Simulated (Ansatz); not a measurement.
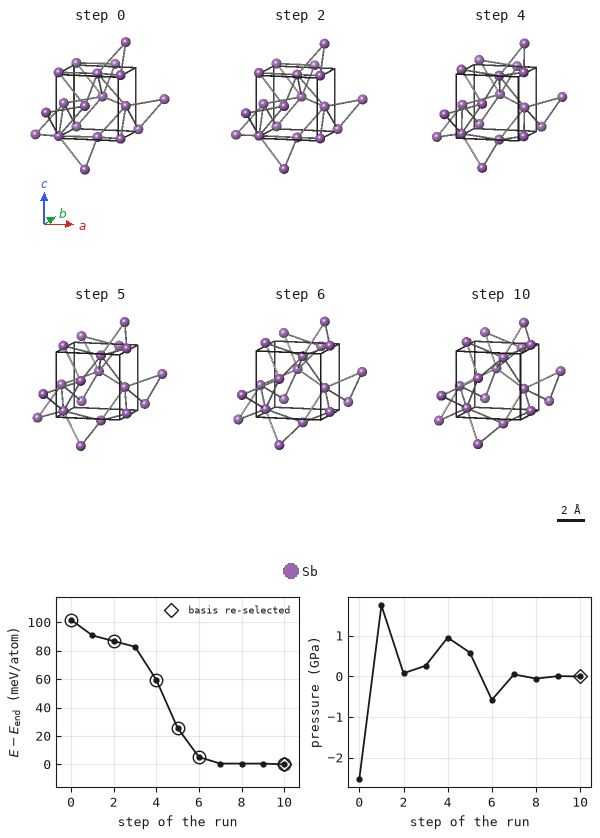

Frames of a relaxation of solid Sb (a generated structure, set up in P2_13), marked on the history of the run. The picture is a ball-and-stick view of the cell of the calculation, seen slightly off an axis.

The calculation used Ansatz, DFT PBE, scalar-relativistic, plane waves, PAW.

Input file:
```yaml
crystal:
  lattice:
    - [4.93017856, 0.0, 0.0]
    - [0.0, 4.93017856, 0.0]
    - [0.0, 0.0, 4.93017856]
  atoms:
    - { symbol: Sb, position: [0.02999999, 0.02999999, 0.02999999] }
    - { symbol: Sb, position: [0.47000001, 0.97000001, 0.52999999] }
    - { symbol: Sb, position: [0.52999999, 0.47000001, 0.97000001] }
    - { symbol: Sb, position: [0.97000001, 0.52999999, 0.47000001] }
basis:
  ecutwfc: 420
kpoints:
  mp_grid: { grid: [10, 10, 10] }
hamiltonian:
  xc: pbe
scf:
  occupations: { method: gaussian, width: 0.1 }
output:
  forces: true
  stress: true
  eigenvalues: true
  write_density: true
  write_potential: true
  elf: true
  volumetric_format: npy
relax:
  adjacent_minimum: "off"
  f_tol: 0.01
  max_steps: 80
  cell: { stress_tol: 0.05 }
```

Run as
```bash
ansatz run input.yaml --threads 1 --pin off --max-ram 2048MiB --backend cpu --events-out ev --progress --plain --runs-dir out
```

**What happens along the run?**

The largest moves relative to the cell, 0.84 Å, are those of Sb1, Sb2, Sb3 and Sb4. Sb1 goes along [1 1 1]. Cell: a = b = c 4.930 → 5.112 Å (+3.7 %). Volume +11.5 %. Some distances before and after: Sb1–Sb2 3.297 → 3.130 Å. Among the angles between lasting bonds that change: Sb2–Sb1–Sb3 68.5° → 99.6°, Sb2–Sb1–Sb3 118.9° → 99.6°, Sb2–Sb1–Sb4 128.2° → 146.4°. The space group (tolerance 0.01 Å) goes from P2_13 (No. 198) to P4_332 (No. 212). The energy falls by 102 meV per atom in 9 accepted moves (10 points after the start). The largest force component goes from 0.095 to under 0.0001 eV/Å. The pressure goes from −2.52 to 0.00 GPa. The SCF was repeated once at an unchanged geometry on a basis and grid sized afresh for the cell, which shifted the energy by 0.5 meV per atom at most. Cost: 3.7 min on 1 thread of Intel(R) Xeon(R) Platinum 8488C (Sapphire Rapids), on a shared host, peak memory 0.66 GiB. From step 0 to 2: Sb atoms move most (0.04 Å), volume −4.0 %, energy −15.0 meV per atom. From step 2 to 4: Sb atoms move most (0.25 Å), volume +5.7 %, energy −27.3 meV per atom. From step 4 to 5: Sb atoms move most (0.20 Å), volume +5.4 %, energy −33.9 meV per atom. From step 5 to 6: Sb atoms move most (0.20 Å), volume +5.1 %, energy −20.4 meV per atom. From step 6 to 10: Sb atoms move most (0.13 Å), volume −0.9 %, energy −5.1 meV per atom.
